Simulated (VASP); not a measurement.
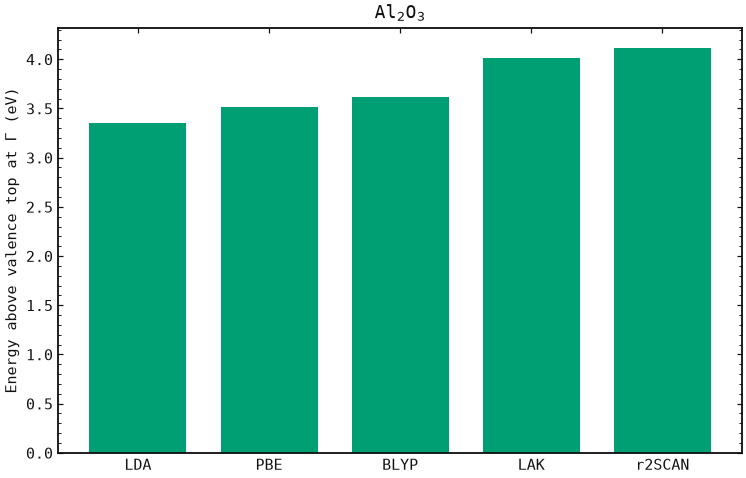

Lowest conduction level at Γ, counted from the valence-band top at Γ, by several methods on one cell of Al₂O₃, space group Pnnm, 10 atoms in the cell; a = 4.61 Å, b = 9.56 Å, c = 3.12 Å, α = 90.00°, β = 90.00°, γ = 90.00°. All runs are without spin-orbit coupling and carry no moments.

How do the methods rank at Γ?

From low to high: LDA 3.35, PBE 3.51, BLYP 3.62, LAK 4.01, r2SCAN 4.11 eV.

```
method  program  Γ (eV)
   LDA     VASP    3.35
   PBE     VASP    3.51
  BLYP     VASP    3.62
   LAK     VASP    4.01
r2SCAN     VASP    4.11
```

Settings. LDA: VASP PAW LDA potentials, release 64 (Al, O), 6×4×10 k mesh, 520 eV cutoff, Gaussian smearing of 0.02 eV (VASP 6.6.1). PBE: VASP PAW PBE potentials, release 64 (Al, O), 6×3×9 k mesh, 520 eV cutoff, Fermi-Dirac smearing of 0.05 eV (VASP 6.6.1). BLYP: VASP PAW PBE potentials, release 64 (Al, O), 5×3×7 k mesh, 520 eV cutoff, Fermi-Dirac smearing of 0.05 eV (VASP 6.6.1). LAK: VASP PAW PBE potentials, release 64 (Al, O), 6×3×9 k mesh, 520 eV cutoff, Fermi-Dirac smearing of 0.05 eV (VASP). r2SCAN: VASP PAW PBE potentials, release 64 (Al, O), 5×3×7 k mesh, 520 eV cutoff, Fermi-Dirac smearing of 0.05 eV (VASP 6.6.1).

These are five of the 12 methods that were run on this cell. The usual form of Al2O3 is corundum. LDA, GGA and most meta-GGA functionals understate gaps. BLYP, LAK and r2SCAN: the PAW data sets were made with another functional.
